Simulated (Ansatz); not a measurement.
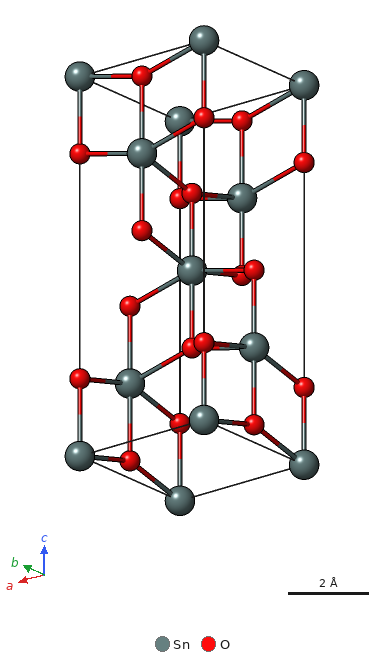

Normal modes of crystalline SnO2, at the zone centre. Style: ball-and-stick. Shown: the conventional cell (2 times the calculation's cell), from a free direction. Lengths and directions refer to the drawn axes.

These are results of DFT r2SCAN, scalar-relativistic, plane waves, PAW in Ansatz 0.2.0, not measurements. (plane-wave cutoff 500 eV; k-point mesh 10 × 10 × 10; occupations gaussian; smearing width 0.05 eV; no spin polarisation)

Frequencies are those without the non-analytic (LO–TO) term.

### List the optical modes.

The calculation's cell holds 6 atoms, so there are 15 optical modes, in 10 levels. The optical modes span 3E_g + 2E_u + 2B₁g + A₂u + A₁g + B₂u. No level is unstable.

```csv
level,symmetry,frequency (cm⁻¹),activity
1,E_g,153,Raman-active
2,E_g,196,Raman-active
3,E_u,264,infrared-active
4,B₁g,288,Raman-active
5,A₂u,443,infrared-active
6,A₁g,516,Raman-active
7,B₂u,530,silent
8,B₁g,581,Raman-active
9,E_u,584,infrared-active
10,E_g,749,Raman-active
```

The displacement patterns (one member of each degenerate set), 6 of the levels:

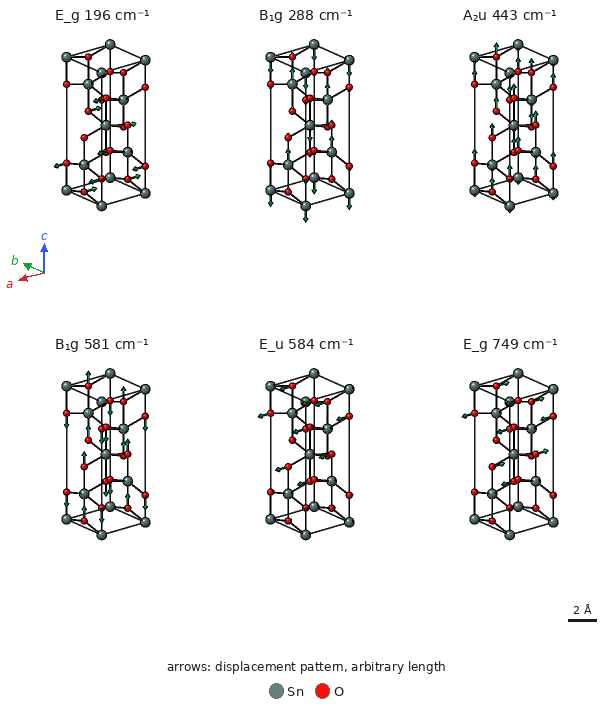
